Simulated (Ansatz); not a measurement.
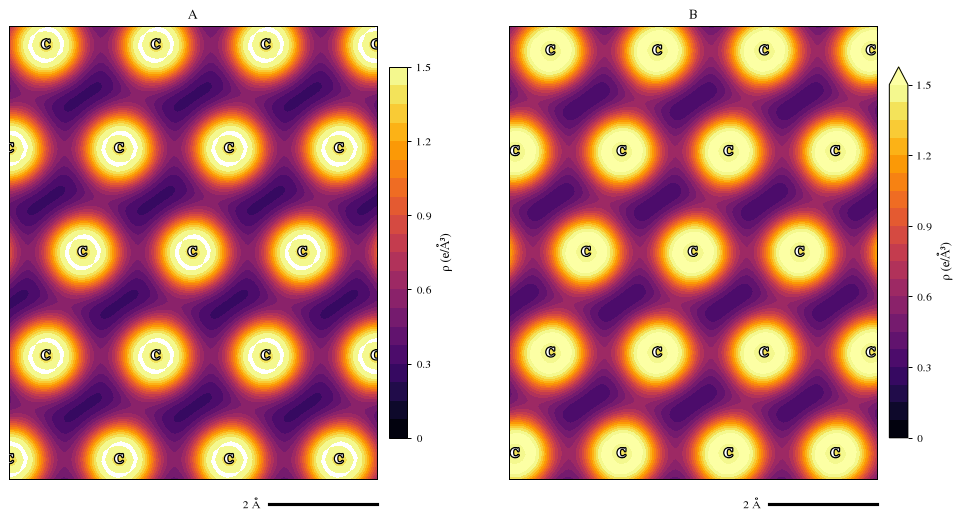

C. The valence charge density (pseudo) of two cells that differ in size, on the (11̄0) plane of each (indices in the axes of the calculation cell), at one length scale and on one colour scale; one has 6.0 and the other 6.5 Å³ an atom.

These are results of Ansatz, DFT, r2SCAN, plane waves (500 eV) with PAW, scalar-relativistic, not measurements.

In a PAW calculation such maps are meaningful between the atoms, not at the nuclei.

**Which is the denser cell? Describe the effect of the change.**

Panel B is the smaller cell, by 8 % in volume. From the larger cell to the smaller, C–C goes from 2.04 to 1.98 Å, and the density at its midpoint from 0.54 to 0.61 e/Å³; the pressure goes from 8 to 30 GPa.
